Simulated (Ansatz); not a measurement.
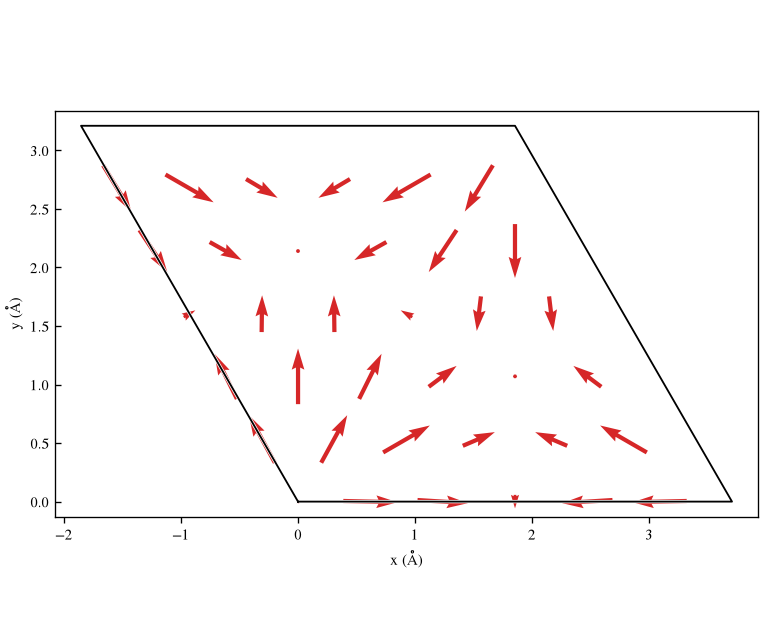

A bilayer of two PtSe₂ sheets (1T type) (6 atoms in the cell). The upper layer of a bilayer is slid over the lower one; relaxed at each slide: nothing; the origin of the map has Se4 above Se3; the distance between the facing planes is held at 3.31 Å. Places are given modulo a cell vector. The map is drawn in real space over the plane of the slide. The scan uses a 6 × 6 grid; 10 points were computed and 26 follow by symmetry. At a held distance the lowest stacking need not be the one that binds best once the distance relaxes. Computed with DFT PBE+D3(BJ), scalar-relativistic, plane waves, PAW in Ansatz. Settings: cutoff 420 eV, k-mesh 9×9×1, gaussian smearing 0.05 eV, no spin polarisation.

Drawn: arrows along the force (downhill), their lengths compressed, the outline of one cell of the plane.

Question: The arrows alone are given. Where are the wells?

Answer: The arrows converge at (2/6, 4/6) of the cell vectors; (4/6, 2/6) of the cell vectors (7 mJ/m² up) (read from the interpolated surface).

The energy map of the same scan:

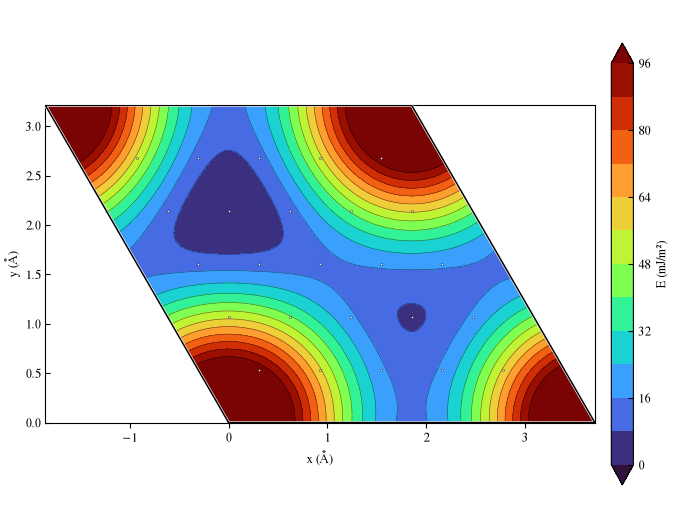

Energies are in mJ/m², from the lowest grid point; between grid points the surface is interpolated.

PAW datasets: the set soft_1.
